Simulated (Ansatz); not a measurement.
# Al₂Ru: a changed input and its effect

System: Al₂Ru (I4/mmm, 3 atoms in the cell).
Method of the first run: DFT PBEsol, scalar-relativistic, plane waves, PAW, PAW set soft_1, spin-polarised (Ansatz 0.2.0).

The structure derives from a Materials Project entry. Text and figures count atoms from 1; the logs count them from 0 in places.

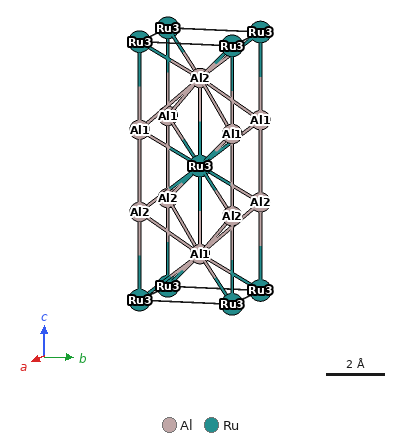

The structure (ball-and-stick view of the cell 2 times as large as that of the calculation, set on its symmetry axes, seen slightly off an axis; atoms are numbered from 1 in the order of the input). An atom can appear more than once, as a periodic image.

### The input, the first run
```yaml
crystal:
  lattice:
    - [-1.6811475493, 1.6811475493, 4.5362115427]
    - [1.6811475493, -1.6811475493, 4.5362115427]
    - [1.6811475493, 1.6811475493, -4.5362115427]
  atoms:
    - { symbol: Al, position: [0.6590805105, 0.6590805105, 0.0] }
    - { symbol: Al, position: [0.3409194895, 0.3409194895, 0.0] }
    - { symbol: Ru, position: [0.0, 0.0, 0.0], spin: 0.75 }
basis:
  ecutwfc: 420
kpoints:
  mp_grid: { grid: [20, 20, 20] }
hamiltonian:
  xc: pbesol
  pseudopotentials: { kind: paw, azcp: { folder: soft_1 } }
scf:
  occupations: { method: gaussian, width: 0.15 }
  lower_state_search: "off"
output:
  forces: true
  stress: true
  eigenvalues: true
  populations: true
magnetization:
  spin_polarized: true
  initial_magnetization: 0.75
  spin_locking: { lock_magnetization: hard }
```

Command:
```bash
ansatz run input.yaml --threads 4 --pin off --max-ram 8192MiB --backend cpu --events-out ev --progress --plain --runs-dir out
```

Hardware: 4 threads of Arm Neoverse V2, 24 GiB of memory available, shared host.

### Output, shortened to warnings, some set-up lines, iterations and results (the first run)
```
Warning: [file] the record states the generating functional pbe (its physics header spells it `PBE`), which answers neither for hamiltonian.xc's functional nor for the pbesol family's — results may be inconsistent (PPs are generated against a specific XC)
Warning: [file] the record states the generating functional pbe (its physics header spells it `PBE`), which answers neither for hamiltonian.xc's functional nor for the pbesol family's — results may be inconsistent (PPs are generated against a specific XC)
Warning: output.stress: scf.convergence.dr2_threshold = 1e-7 eV (the SCF's general default) is looser than the 3e-10 eV advised for a printed stress (1e-10 eV for each atom of the cell: 3). What an SCF threshold leaves in a stress goes as its square root, and in the free energy as the threshold itself, and one threshold admits the most on a small cell: of the crystals measured, under no hybrid …
Basis set: ecut = 420 eV, 995 PW (Γ), FFT grids on a1+a3, a2+a3, a3, exchange–correlation on 48×48×72 points (8 copies of the dense FFT grid, shifted against one another)
Symmetry: 16 space group operations
k-points: 641 of 8000
Initial density: superposition of atomic densities (chi_scale 0.1, normalization cell, long waves kept (reshape's long-wave potential 0.00 eV rms))
[...]
SCF iter   1: F=—  HF=-6867.245380 eV  |F-HF|=—  |Δ(HF+E_count)|=         —  Δρ=4.70e-2 (↑4.70e-2 ↓3.92e-2)  dr2=5.26e0  dr2_m=3.49e-2  M=0.750 μB ∫|m|=0.768 μB  β_m=0.30  …
SCF iter   2: F=—  HF=-6866.533224 eV  |F-HF|=—  |Δ(HF+E_count)|=   7.12e-1  Δρ=1.70e-2 (↑1.61e-2 ↓1.70e-2)  dr2=4.10e-1  dr2_m=3.23e-2  M=0.750 μB ∫|m|=0.754 μB  β_m=0.34  …
SCF iter   3: F=—  HF=-6866.475752 eV  |F-HF|=—  |Δ(HF+E_count)|=   5.75e-2  Δρ=1.28e-2 (↑1.00e-2 ↓1.28e-2)  dr2=2.37e-1  dr2_m=1.69e-2  M=0.750 μB ∫|m|=0.753 μB  β_m=0.67  …
SCF iter   4: F=—  HF=-6866.400209 eV  |F-HF|=—  |Δ(HF+E_count)|=   7.55e-2  Δρ=2.20e-3 (↑2.03e-3 ↓2.20e-3)  dr2=1.12e-2  dr2_m=3.12e-4  M=0.750 μB ∫|m|=0.752 μB  β_m=0.78  …
SCF iter   5: F=—  HF=-6866.395854 eV  |F-HF|=—  |Δ(HF+E_count)|=   4.35e-3  Δρ=3.30e-4 (↑3.03e-4 ↓3.30e-4)  dr2=1.99e-4  dr2_m=5.61e-6  M=0.750 μB ∫|m|=0.751 μB  β_m=0.87  …
SCF iter   6: F=—  HF=-6866.395792 eV  |F-HF|=—  |Δ(HF+E_count)|=   6.16e-5  Δρ=7.40e-5 (↑5.97e-5 ↓7.40e-5)  dr2=1.29e-5  dr2_m=1.62e-7  M=0.750 μB ∫|m|=0.751 μB  β_m=0.94  …
SCF iter   7: F=—  HF=-6866.395786 eV  |F-HF|=—  |Δ(HF+E_count)|=   6.40e-6  Δρ=1.53e-5 (↑8.87e-6 ↓1.53e-5)  dr2=2.79e-7  dr2_m=1.11e-8  M=0.750 μB ∫|m|=0.751 μB  β_m=0.97  …
SCF iter   8: F=-6866.395786 eV  HF=-6866.395786 eV  |F-HF|=1.19e-8  |Δ(HF+E_count)|=   9.50e-8  Δρ=2.49e-6 (↑2.49e-6 ↓2.10e-6)  dr2=1.64e-8  dr2_m=2.31e-10  M=0.750 μB …
SCF 1 converged in 8 iterations: F = -6866.395786 eV  dr2 = 1.64e-8
SCF converged after 8 iterations
Stability checked in part: among states of this total moment the steps that led to this state did not find it unstable. No probe was made; neither looks for a lower state of another moment (fixed_total_moment; see scf.lower_state_search)
Magnetization: 0.7500 μB (11.3750 up, 10.6250 down)
Absolute magnetization: 0.7520 μB (∫|ρ↑−ρ↓|, with the PAW one-centre terms)
Spin contamination: 0.0028 ħ² per cell (⟨S²⟩ above its minimum at these occupations)
Per-site moments (μB) at R_I (Å): [(0.04545513365374369, 1.1472745788113974), (0.0454551336537437, 1.1472745788113972), (0.5053926920113732, 1.1472745788113972)]
Free energy (F): -6866.395786 eV
Harris-Foulkes:  -6866.395786 eV  (|F-HF|=1.19e-8)
Internal energy: -6866.370189 eV  (E = F + TS)
E sigma→0 (E₀):  -6866.382987 eV
Entropy (-TS):   -0.025597 eV (-8.532 meV/atom)
Fermi energy:    10.356408 (↑ 10.844216, ↓ 9.868600) eV
--- Per-component energies (eV) ---
  E_band       = -207.928041
  E_kinetic    = 499.239200
  E_local      = -2353.336953  (includes V_loc(G=0)·N_el)
  E_nonlocal   = 436.077066
  E_hartree    = 887.163829
  E_xc         = -240.582909
  E_vxc        = -268.905275  (∫ρ·V_xc dr)
  E_paw        = -4354.287295  (= ΣΔE_a)
  E_vpaw       = -295.336289  (= ΣTr[D̂ρ^β])
  E_aug_tail   = 0.000661  (compensation charges beyond the density's cutoff)
  E_ewald      = -1740.935363
  E_core_change = 0.291575  (= ΣΔE_core)
  E_smearing   = -0.025597  (= −TS)
  E_closure    = -0.000000  (closes the sum)
  Σ components = -6866.395786   (vs F -6866.395786, Δ=0.00e0)
--- Forces (eV/Å), atoms counted from 1 ---
  atom   1  Al     0.00000000    -0.00000000    -0.70266871
  atom   2  Al     0.00000000     0.00000000     0.70266871
  atom   3  Ru    -0.00000000     0.00000000    -0.00000000
  max |Σ_I F_I| component: 5.20e-18 eV/Å
--- Stress (GPa, compression-positive) ---
      -22.030148      -0.000000       0.000000
       -0.000000     -22.030148      -0.000000
        0.000000      -0.000000     -25.776869
  P = ⅓ Tr σ = -23.2791 GPa (-232.791 kbar)
--- Löwdin populations: 3 sites ---
  site symbol       q [e]    m [muB]
     0     Al      2.9791     0.1083
     1     Al      2.9791     0.1083
     2     Ru     15.9061     0.5251
  spilling = 0.006167 (of n_electrons = 22.000000)
```

The input of the second run differs as follows (lines with − go, lines with + come):
```diff
-    - { symbol: Ru, position: [0.0, 0.0, 0.0], spin: 0.75 }
+    - { symbol: Ru, position: [0.0, 0.0, 0.0], spin: 1.5 }
-  initial_magnetization: 0.75
+  initial_magnetization: 1.5
```

What does this change do to the results?

The total moment is fixed by the input in the first run and the second run, so the state need not be the lowest. With the same functional and potentials, the second run lies 155.4 meV per atom higher. The net moment of the cell goes from 0.75 to 1.50 μB. The pressure goes from −23.28 to −20.16 GPa. The SCF takes 9 iterations against 8.

### Output, shortened to warnings, some set-up lines, iterations and results (the second run)
```
Warning: [file] the record states the generating functional pbe (its physics header spells it `PBE`), which answers neither for hamiltonian.xc's functional nor for the pbesol family's — results may be inconsistent (PPs are generated against a specific XC)
Warning: [file] the record states the generating functional pbe (its physics header spells it `PBE`), which answers neither for hamiltonian.xc's functional nor for the pbesol family's — results may be inconsistent (PPs are generated against a specific XC)
Warning: output.stress: scf.convergence.dr2_threshold = 1e-7 eV (the SCF's general default) is looser than the 3e-10 eV advised for a printed stress (1e-10 eV for each atom of the cell: 3). What an SCF threshold leaves in a stress goes as its square root, and in the free energy as the threshold itself, and one threshold admits the most on a small cell: of the crystals measured, under no hybrid …
Basis set: ecut = 420 eV, 995 PW (Γ), FFT grids on a1+a3, a2+a3, a3, exchange–correlation on 48×48×72 points (8 copies of the dense FFT grid, shifted against one another)
Symmetry: 16 space group operations
k-points: 641 of 8000
Initial density: superposition of atomic densities (chi_scale 0.1, normalization cell, long waves kept (reshape's long-wave potential 0.00 eV rms))
[...]
SCF iter   1: F=—  HF=-6866.720399 eV  |F-HF|=—  |Δ(HF+E_count)|=         —  Δρ=5.21e-2 (↑5.21e-2 ↓3.46e-2)  dr2=4.96e0  dr2_m=1.43e-1  M=1.500 μB ∫|m|=1.515 μB  β_m=0.30  …
SCF iter   2: F=—  HF=-6866.038814 eV  |F-HF|=—  |Δ(HF+E_count)|=   6.82e-1  Δρ=2.06e-2 (↑2.06e-2 ↓1.87e-2)  dr2=4.13e-1  dr2_m=9.35e-2  M=1.500 μB ∫|m|=1.501 μB  β_m=0.35  …
SCF iter   3: F=—  HF=-6865.986609 eV  |F-HF|=—  |Δ(HF+E_count)|=   5.22e-2  Δρ=1.43e-2 (↑1.12e-2 ↓1.43e-2)  dr2=2.01e-1  dr2_m=4.26e-2  M=1.500 μB ∫|m|=1.500 μB  β_m=0.68  …
SCF iter   4: F=—  HF=-6865.932083 eV  |F-HF|=—  |Δ(HF+E_count)|=   5.45e-2  Δρ=1.40e-3 (↑1.32e-3 ↓1.40e-3)  dr2=6.16e-3  dr2_m=5.09e-5  M=1.500 μB ∫|m|=1.500 μB  β_m=0.84  …
SCF iter   5: F=—  HF=-6865.929699 eV  |F-HF|=—  |Δ(HF+E_count)|=   2.38e-3  Δρ=3.49e-4 (↑2.42e-4 ↓3.49e-4)  dr2=1.33e-4  dr2_m=1.12e-5  M=1.500 μB ∫|m|=1.500 μB  β_m=0.92  …
SCF iter   6: F=—  HF=-6865.929650 eV  |F-HF|=—  |Δ(HF+E_count)|=   4.95e-5  Δρ=9.02e-5 (↑4.46e-5 ↓9.02e-5)  dr2=1.28e-5  dr2_m=4.42e-7  M=1.500 μB ∫|m|=1.500 μB  β_m=0.95  …
SCF iter   7: F=—  HF=-6865.929643 eV  |F-HF|=—  |Δ(HF+E_count)|=   6.56e-6  Δρ=1.45e-5 (↑1.21e-5 ↓1.45e-5)  dr2=4.52e-7  dr2_m=1.57e-8  M=1.500 μB ∫|m|=1.500 μB  β_m=0.97  …
SCF iter   8: F=-6865.929643 eV  HF=-6865.929643 eV  |F-HF|=1.98e-8  |Δ(HF+E_count)|=   1.18e-7  Δρ=3.93e-6 (↑2.67e-6 ↓3.93e-6)  dr2=2.63e-8  dr2_m=8.49e-10  M=1.500 μB …
SCF iter   9: F=-6865.929643 eV  HF=-6865.929643 eV  |F-HF|=7.99e-10  |Δ(HF+E_count)|=   3.51e-9  Δρ=7.20e-7 (↑7.20e-7 ↓6.61e-7)  dr2=1.07e-9  dr2_m=3.59e-11  M=1.500 μB …
SCF 1 converged in 9 iterations: F = -6865.929643 eV  dr2 = 1.07e-9
SCF converged after 9 iterations
Stability checked in part: among states of this total moment the steps that led to this state did not find it unstable. No probe was made; neither looks for a lower state of another moment (fixed_total_moment; see scf.lower_state_search)
an eigenvalue changed by more than its tolerance at an iteration that met the thresholds in force, so the SCF went on 1 time: the last check found none over its tolerance
Magnetization: 1.5000 μB (11.7500 up, 10.2500 down)
Absolute magnetization: 1.5003 μB (∫|ρ↑−ρ↓|, with the PAW one-centre terms)
Spin contamination: 0.0073 ħ² per cell (⟨S²⟩ above its minimum at these occupations)
Per-site moments (μB) at R_I (Å): [(0.08158126561734752, 1.1472745788113974), (0.08158126561734748, 1.1472745788113972), (1.0652506346469282, 1.1472745788113972)]
Free energy (F): -6865.929643 eV
Harris-Foulkes:  -6865.929643 eV  (|F-HF|=7.99e-10)
Internal energy: -6865.898629 eV  (E = F + TS)
E sigma→0 (E₀):  -6865.914136 eV
Entropy (-TS):   -0.031014 eV (-10.338 meV/atom)
Fermi energy:    10.599871 (↑ 11.391046, ↓ 9.808696) eV
--- Per-component energies (eV) ---
  E_band       = -207.702535
  E_kinetic    = 499.818066
  E_local      = -2353.623039  (includes V_loc(G=0)·N_el)
  E_nonlocal   = 436.789337
  E_hartree    = 886.980764
  E_xc         = -240.645325
  E_vxc        = -268.977800  (∫ρ·V_xc dr)
  E_paw        = -4354.575306  (= ΣΔE_a)
  E_vpaw       = -295.673037  (= ΣTr[D̂ρ^β])
  E_aug_tail   = 0.000662  (compensation charges beyond the density's cutoff)
  E_ewald      = -1740.935363
  E_core_change = 0.291575  (= ΣΔE_core)
  E_smearing   = -0.031014  (= −TS)
  E_closure    = 0.000000  (closes the sum)
  Σ components = -6865.929643   (vs F -6865.929643, Δ=0.00e0)
--- Forces (eV/Å), atoms counted from 1 ---
  atom   1  Al     0.00000000    -0.00000000    -0.69005807
  atom   2  Al    -0.00000000    -0.00000000     0.69005807
  atom   3  Ru    -0.00000000     0.00000000    -0.00000000
  max |Σ_I F_I| component: 3.47e-18 eV/Å
--- Stress (GPa, compression-positive) ---
      -18.593688       0.000000       0.000000
        0.000000     -18.593688      -0.000000
        0.000000      -0.000000     -23.284352
  P = ⅓ Tr σ = -20.1572 GPa (-201.572 kbar)
--- Löwdin populations: 3 sites ---
  site symbol       q [e]    m [muB]
     0     Al      3.0075     0.1874
     1     Al      3.0075     0.1874
     2     Ru     15.8501     1.1124
  spilling = 0.006133 (of n_electrons = 22.000000)
```

### The two runs side by side

| quantity | the first run | the second run |
| --- | --- | --- |
| outcome | converged | converged |
| free energy per atom (eV) | −2288.7986 | −2288.6432 |
| energy per atom, smearing taken to zero (eV) | −2288.7943 | −2288.6380 |
| gap on the mesh (eV) | 0.00 | 0.00 |
| net moment of the cell (μB) | 0.75 | 1.50 |
| absolute moment of the cell (μB) | 0.75 | 1.50 |
| pressure (GPa) | −23.28 | −20.16 |
| largest force (eV/Å) | 0.703 | 0.690 |
| SCF iterations | 8 | 9 |
| irreducible k-points | 641 | 641 |
| plane waves at Γ | 995 | 995 |
| wall time (shared host) | 17 s | 21 s |

For both runs: Warnings: the PAW datasets were made with another functional; the SCF threshold is looser than advised for the printed stress. For the first run: The cell is under a tension of 23 GPa at this level, so it is not at its equilibrium volume. For the second run: The cell is under a tension of 20 GPa at this level, so it is not at its equilibrium volume.
